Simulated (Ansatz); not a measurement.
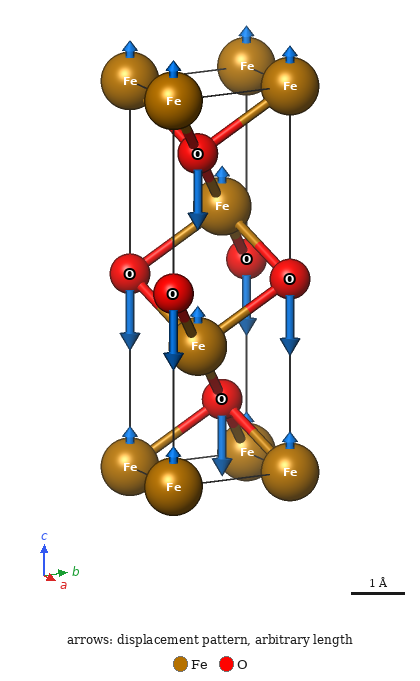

Phonons of solid FeO, space group R-3m (No. 166), at the zone centre. The optical levels lie at 243, 292 (×2) cm⁻¹. One mode is drawn. The blue arrows are the displacements of the atoms (eigenvector over the root of the mass), of arbitrary overall length and sign. The picture is a ball-and-stick view of the conventional cell (3 times the calculation's cell), seen slightly off an axis. Lengths and directions refer to the drawn axes.

Theory: DFT PBE+U, scalar-relativistic, plane waves, PAW (Ansatz). Set-up: plane-wave cutoff 420 eV; k-point mesh 12 × 12 × 12; occupations gaussian; smearing width 0.02 eV; U Fe 5.3 eV; collinear spin.

Frequencies are those without the non-analytic (LO–TO) term.

### To which level does it belong?

The level at 243 cm⁻¹. This is the A₂u mode, the lowest optical level, infrared-active by symmetry. The O sublattice moves against the Fe sublattice, along c; the kinetic energy is shared as O 78 %, Fe 22 %. Its infrared intensity is 10 (D/Å)²/amu.
